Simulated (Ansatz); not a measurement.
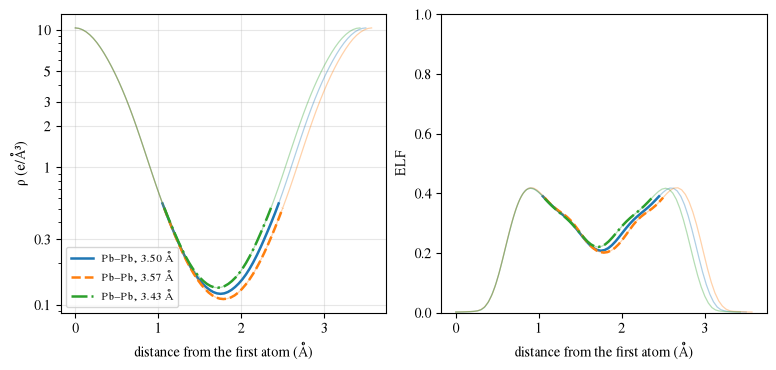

The picture shows: Pb. Valence pseudo-density and ELF along straight lines between neighbouring atoms. Thin, pale parts lie inside the atomic spheres.

Space group Immm; computed pressure about 3 GPa in this cell.

These are results of Kohn-Sham DFT of a periodic cell, PBE, Ansatz PAW (Ansatz 0.2.0), not measurements.

In a PAW calculation such maps are meaningful between the atoms, not at the nuclei.

### Compare the contacts.

Pb–Pb (3.50 Å): ρ at the midpoint is about 0.12 e/Å³; the ELF is about 0.20 at the midpoint: no localised pair shows between them.
Pb–Pb (3.57 Å): ρ at the midpoint is about 0.11 e/Å³; the ELF is about 0.20 at the midpoint (no localised pair shows between them).
Pb–Pb (3.43 Å): ρ at the midpoint is about 0.13 e/Å³; the ELF is about 0.20 at the midpoint: no shared electron pair shows on this line.
